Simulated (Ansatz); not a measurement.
# AgCl: 7 runs along one coordinate

System: AgCl (I4mm, 2 atoms in the cell).
Method: DFT PBE, scalar-relativistic, plane waves, PAW, no spin polarisation (Ansatz 0.2.0).

The 7 runs differ only in the geometry, by a strain of the cell at fixed fractional positions. Against run 4, the strain is εxx = η and εyy = η. The structure derives from an entry of the Crystallography Open Database.

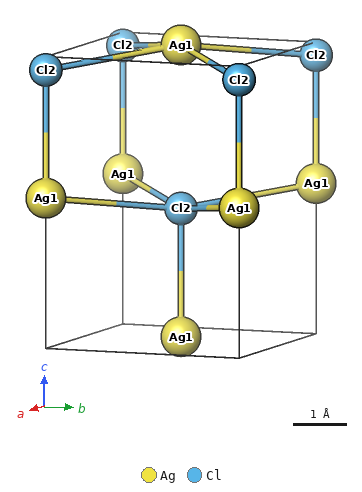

Figure 1. The structure of run 4 (ball-and-stick view of the cell 2 times as large as that of the calculation, set on its symmetry axes, seen slightly off an axis; atoms are numbered from 1 in the order of the input).

## Input of run 4
```yaml
crystal:
  lattice:
    - [0.0, 2.8060228508, 2.8060228508]
    - [2.8060228508, 0.0, 2.8060228508]
    - [2.8060228508, 2.8060228508, 0.0]
  atoms:
    - { symbol: Ag, position: [0.4850320454, 0.5149679546, 0.5149679546] }
    - { symbol: Cl, position: [0.0455448893, -0.0455448893, -0.0455448893] }
basis:
  ecutwfc: 420
kpoints:
  mp_grid: { grid: [8, 8, 8] }
hamiltonian:
  xc: pbe
scf:
  occupations: { method: gaussian, width: 0.05 }
output:
  forces: true
  stress: true
  eigenvalues: true
```

Command:
```bash
ansatz run input.yaml --threads 1 --pin off --max-ram 2048MiB --backend cpu --events-out ev --progress --plain --runs-dir out
```

Run 6 differs from it as follows:
```diff
-    - [0.0, 2.8060228508, 2.8060228508]
-    - [2.8060228508, 0.0, 2.8060228508]
-    - [2.8060228508, 2.8060228508, 0.0]
+    - [0.0, 2.8809436609, 2.8060228508]
+    - [2.8809436609, 0.0, 2.8060228508]
+    - [2.8809436609, 2.8809436609, 0.0]
```

## Results, with one run withheld

| run | strain parameter η (%) | free energy per atom, from the lowest run given (meV) | pressure (GPa) | gap on the mesh (eV) |
| --- | --- | --- | --- | --- |
| 1 | −4.0000 | 69.19 | 7.16 | 0.96 |
| 2 | −2.6700 | 41.51 | 5.11 | 0.99 |
| 3 | −1.3300 | 21.63 | 3.35 | 1.02 |
| 4 | 0.0000 | 8.61 | 1.87 | 1.05 |
| 5 | 1.3300 | 1.24 | 0.63 | 1.05 |
| 6 | 2.6700 | ? | ? | ? |
| 7 | 4.0000 | 0.00 | −1.32 | 1.03 |

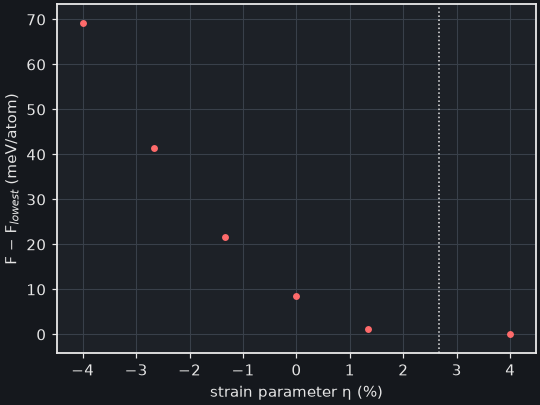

Figure 2. Free energy per atom of the runs given; the dotted line marks run 6.

What should run 6 give?

A cubic polynomial in the coordinate, fitted to the 6 runs given, misses them by at most 0.06 meV per atom. With x = η + 0.4450, it reads F = 12.238 − 9.0026 x + 1.7206 x² − 0.070847 x³ (meV per atom). At run 6 it gives −1.25 meV per atom, and the run itself gives −1.38. The fit has its minimum at η = 2.8360 %. The gap on the mesh lies between 0.96 eV (run 1) and 1.05 eV (run 5); run 6 has 1.04 eV. These are gaps of this functional on this mesh, which can miss the band edges; they aren't the measured gap.

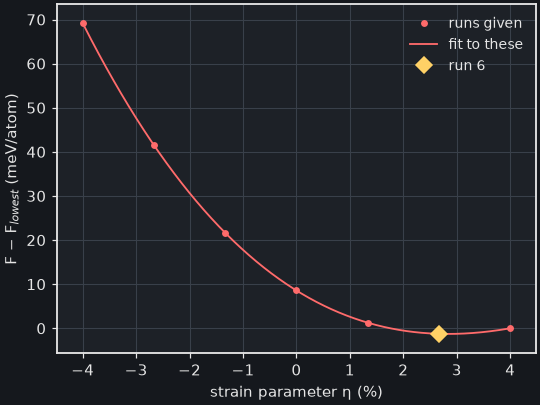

Figure 3. The fit and the withheld run.

## Output, shortened to warnings, some set-up lines, iterations and results (run 6)
```
Basis set: ecut = 420 eV, 925 PW (Γ), exchange–correlation on 54×54×60 points (8 copies of the dense FFT grid, shifted against one another)
Symmetry: 4 space group operations
k-points: 95 of 512 (time reversal used)
Initial density: superposition of atomic densities (neutral atoms: chi_scale 0, normalization atom), corrected by the library's trained network
[...]
SCF iter   1: F=—  HF=-8670.843889 eV  |F-HF|=—  |Δ(HF+E_count)|=         —  Δρ=5.68e-4  dr2=1.10e-4  ethr=1.77e-3  ⟨swp⟩=5.5  Hψ=7711  notcnv=0
SCF iter   2: F=—  HF=-8670.844794 eV  |F-HF|=—  |Δ(HF+E_count)|=   9.05e-4  Δρ=2.67e-4  dr2=1.62e-5  ethr=4.25e-7  ⟨swp⟩=3.1  Hψ=4228  notcnv=0
SCF iter   3: F=—  HF=-8670.844844 eV  |F-HF|=—  |Δ(HF+E_count)|=   5.09e-5  Δρ=1.15e-4  dr2=3.56e-6  ethr=6.24e-8  ⟨swp⟩=2.0  Hψ=2444  notcnv=0
SCF iter   4: F=—  HF=-8670.844848 eV  |F-HF|=—  |Δ(HF+E_count)|=   4.02e-6  Δρ=4.46e-5  dr2=4.98e-7  ethr=1.37e-8  ⟨swp⟩=2.1  Hψ=2498  notcnv=0
SCF iter   5: F=-8670.844850 eV  HF=-8670.844850 eV  |F-HF|=3.58e-8  |Δ(HF+E_count)|=   1.38e-6  Δρ=1.45e-5  dr2=7.79e-8  ethr=1.92e-9  ⟨swp⟩=2.0  Hψ=2470  notcnv=0
SCF iter   6: F=-8670.844850 eV  HF=-8670.844850 eV  |F-HF|=6.13e-9  |Δ(HF+E_count)|=   7.83e-8  Δρ=2.90e-6  dr2=1.56e-9  ethr=2.99e-10  ⟨swp⟩=2.1  Hψ=5616  notcnv=0
SCF 1 converged in 6 iterations: F = -8670.844850 eV  dr2 = 1.56e-9
SCF converged after 6 iterations
Free energy (F): -8670.844850 eV
Harris-Foulkes:  -8670.844850 eV  (|F-HF|=6.13e-9)
Internal energy: -8670.844850 eV  (E = F + TS)
E sigma→0 (E₀):  -8670.844850 eV
Fermi energy:    7.171776 eV
--- Per-component energies (eV) ---
  E_band       = -387.992012
  E_kinetic    = 688.509673
  E_local      = -3364.465938  (includes V_loc(G=0)·N_el)
  E_nonlocal   = 112.597554
  E_hartree    = 1471.377557
  E_xc         = -289.563480
  E_vxc        = -353.567652  (∫ρ·V_xc dr)
  E_paw        = -4564.853764  (= ΣΔE_a)
  E_vpaw       = -413.820647  (= ΣTr[D̂ρ^β])
  E_aug_tail   = 0.000403  (compensation charges beyond the density's cutoff)
  E_ewald      = -2724.446855
  E_smearing   = -0.000000  (= −TS)
  E_closure    = -0.000000  (closes the sum)
  Σ components = -8670.844850   (vs F -8670.844850, Δ=0.00e0)
--- Forces (eV/Å), atoms counted from 1 ---
  atom   1  Ag    -0.34615678     0.00000000     0.00000000
  atom   2  Cl     0.34616025     0.00000000     0.00000000
  max |Σ_I F_I| component: 3.47e-6 eV/Å
--- Stress (GPa, compression-positive) ---
        1.924068       0.000000       0.000000
        0.000000      -1.667735       0.000000
        0.000000       0.000000      -1.557101
  P = ⅓ Tr σ = -0.4336 GPa (-4.336 kbar)
```
